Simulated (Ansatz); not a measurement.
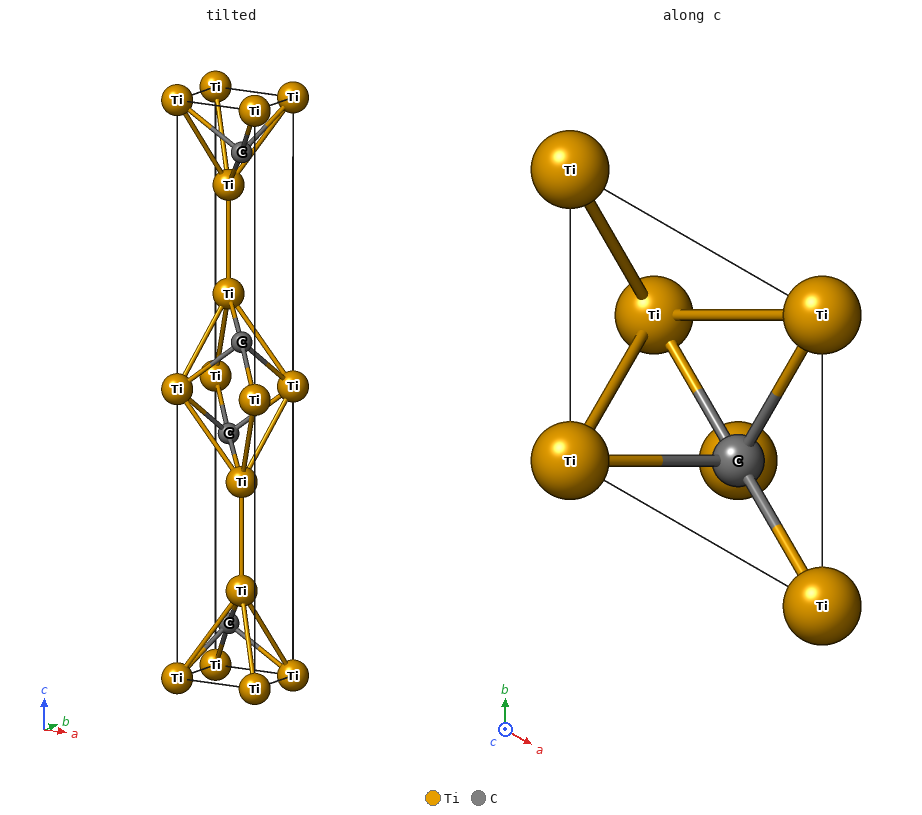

Ball-and-stick representation of a periodic structure, projected slightly off an axis and along the c axis. The lines enclose the conventional unit cell; boundary atoms appear with their images. Cell: a = 3.06 Å, b = 3.06 Å, c = 15.12 Å, α = 90.00°, β = 90.00°, γ = 120.00°.

The model was built from a structure listed in the Materials Project. Earlier steps of the study, as a rule a relaxation of our own, may have changed the cell and positions, so they can lie some per cent off the listed ones. Ansatz was used for an electronic-structure calculation on it.

**Describe the arrangement of the atoms.**

The formula is Ti₃C₂. Symmetry: P6_3/mmc (No. 194), primitive hexagonal lattice. Counting shared atoms by their share gives 6 Ti, 4 C, or 10 atoms. Coordination numbers (contacts within bonding distance): Ti 7 to 12 (mean 8.7) and C 6. Not all metal-metal contacts are counted.

Computational set-up: DFT r2SCAN, scalar-relativistic, plane waves, PAW in Ansatz, a plane-wave cutoff of 500 eV, k-grid 12×12×4, Gaussian smearing of 0.1 eV, no spin polarisation.

**What is the band gap, if any?**

A metal: bands cross the Fermi level.

**What does a Bader analysis give?**

Ti +1.15 to +1.73 e; C -2.01 e.

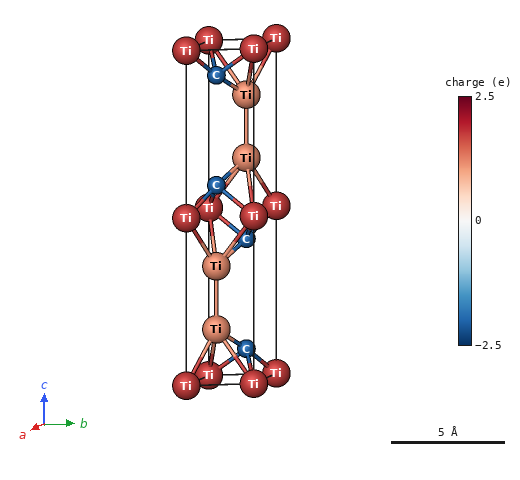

The atoms coloured by those charges. The run's cell of 10 atoms is drawn.

**Has the structure come to rest?**

Yes. All forces vanish to within 0.01 eV/Å. The pressure is 0.0 GPa, close to zero.
